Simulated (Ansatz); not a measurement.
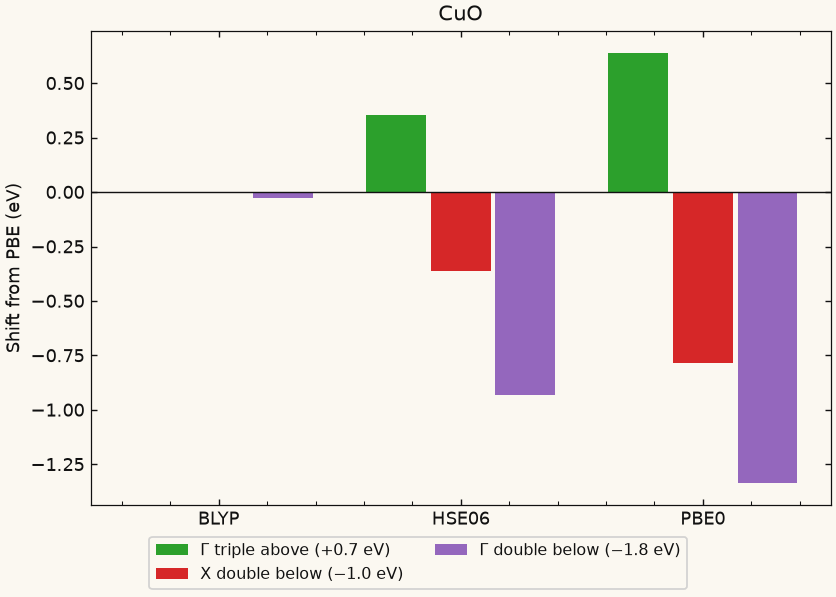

Levels near the Fermi level of zincblende CuO, space group F-43m (No. 216), 2 atoms in the primitive cell (cubic a = 4.655 Å), a metal, by four methods on one cell, as shifts from PBE. Each level is counted from the Fermi level of its run and named by k point, degeneracy (spin aside) and side; the legend gives its PBE energy. The cell is at −10 GPa in PBE.

Question: Which method departs most from PBE, and how?

Answer: PBE0: it moves Γ triple above by +0.64 eV, X double below by −0.79 eV and Γ double below by −1.34 eV. Exact exchange pushes filled levels down from the Fermi level and so widens the occupied bands.

```
method  Γ triple above (eV)  X double below (eV)  Γ double below (eV)
  BLYP                 0.72                −1.01                −1.84
   PBE                 0.72                −1.01                −1.82
 HSE06                 1.07                −1.37                −2.75
  PBE0                 1.36                −1.79                −3.16
```

Settings. BLYP: Ansatz PAW, 10×10×10 k mesh, 420 eV cutoff, Fermi-Dirac smearing of 0.05 eV (Ansatz 0.2.0). PBE: Ansatz PAW, 10×10×10 k mesh, 420 eV cutoff, Fermi-Dirac smearing of 0.05 eV (Ansatz 0.2.0). HSE06: Ansatz PAW, 6×6×6 k mesh, 420 eV cutoff, Fermi-Dirac smearing of 0.05 eV (Ansatz 0.2.0). PBE0: Ansatz PAW, 6×6×6 k mesh, 420 eV cutoff, Fermi-Dirac smearing of 0.05 eV (Ansatz). No run carries moments or holds spin-orbit coupling.

An odd number of electrons without spin polarisation forces a metal; a magnetic or distorted state may lie lower. The run has no spin polarisation, though such a crystal can be magnetic. The usual form of CuO is monoclinic. The cell was built from a pattern and not relaxed, so its bond lengths can be off. BLYP, HSE06 and PBE0: the PAW data sets were made with another functional. BLYP and PBE: semilocal functionals often make such compounds metallic where correlation or magnetic order opens a gap, which also shifts bond lengths. HSE06 and PBE0: the k mesh is coarse, so the values aren't converged, least of all with exact exchange. PBE0: unscreened exact exchange wrongly thins out the states at the Fermi level of a metal. The meshes or smearings differ, which moves the Fermi levels by some hundredths of an eV or more.
